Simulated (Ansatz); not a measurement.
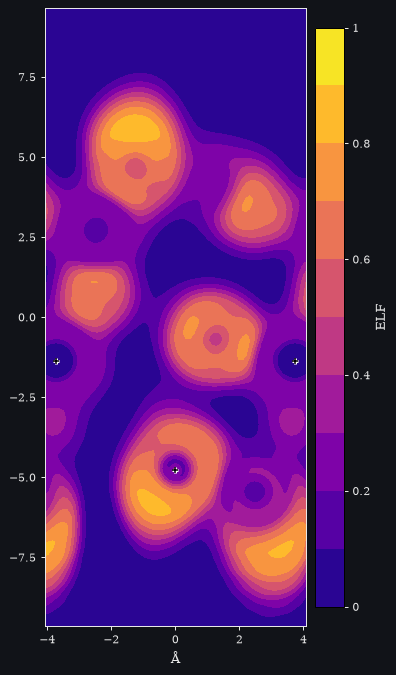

The ELF on a plane through atoms (crosses mark nuclei in the plane).

All numbers below come from Ansatz, DFT PBEsol, scalar-relativistic, plane waves, PAW.

Candidates:
A. Ag, a = 2.89 Å, b = 2.89 Å, c = 18.66 Å, α = 90.00°, β = 90.00°, γ = 120.00°. Space group P-3m1; computed pressure about −3 GPa in this cell.
B. In9As8 (slab), a = 6.09 Å, b = 7.46 Å, c = 25.89 Å, α = 90.00°, β = 90.00°, γ = 114.09°. Not relaxed (largest force 0.8 eV/Å); computed without spin polarisation.

> Which candidate gave the map?

Candidate B: In9As8 on the (100) plane of the calculation cell, a cut from vacuum to vacuum, which holds As and In.
